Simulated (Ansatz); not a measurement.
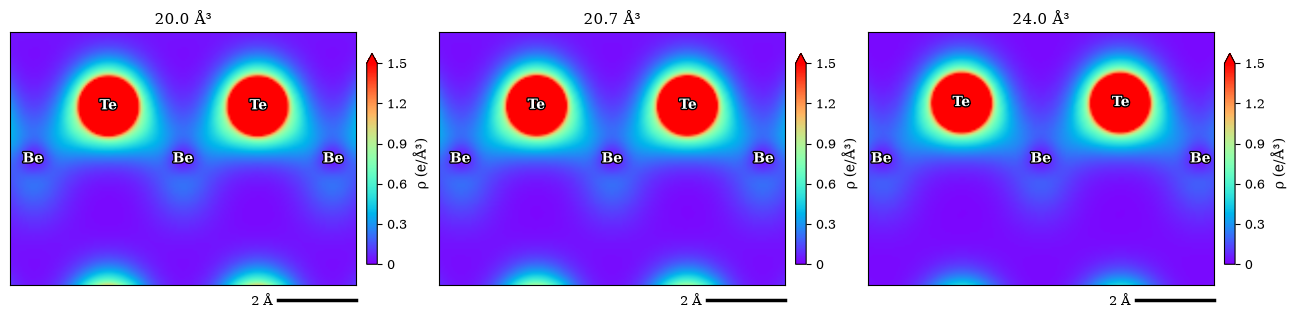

BeTe. The valence charge density (pseudo) of cells scaled evenly to different volumes (given per atom above each panel), on the (11̄0) plane of each (indices in the axes of the cell below), at one length scale and on one colour scale.

Started from the zincblende prototype, which need not be the ambient phase.

Computed with DFT, HSE06, plane waves, PAW (Ansatz 0.2.0).

Core electrons are frozen (PAW), and the valence fields are smoothed inside the atomic spheres.

The largest cell:

```
Be Te
1.0
     0.00000    2.88520    2.88520
     2.88520    0.00000    2.88520
     2.88520    2.88520    0.00000
Be Te
1 1
Direct
  0.00000 0.00000 0.00000
  0.25000 0.25000 0.25000
```

| volume (Å³/atom) | Be–Te contact in the plane (Å) | ρ at its midpoint (e/Å³) | pressure (GPa) | gap on the mesh (eV) | 
| --- | --- | --- | --- | --- |
| 20.02 | 2.352 | 0.578 | 8.2 | 2.36 | 
| 20.66 | 2.376 | 0.559 | 5.5 | 2.45 | 
| 22.63 | 2.450 | ? | ? | ? | 
| 24.02 | 2.499 | 0.472 | −3.9 | 2.83 | 

Estimate the missing row, and compare with the calculation.

Answer. Over the known rows ln ρ falls by 1.38 per Å of Be–Te distance (a least-squares line), which gives 0.505 e/Å³ at 2.450 Å; the calculation gives 0.504 e/Å³. For the pressure, a straight line in volume between the neighbouring rows gives 0.0 GPa; the calculation gives −0.8, lower because pressure rises ever faster on compression. For the gap on the mesh, a straight line in volume between the neighbouring rows gives 2.67 eV; the calculation gives 2.69.
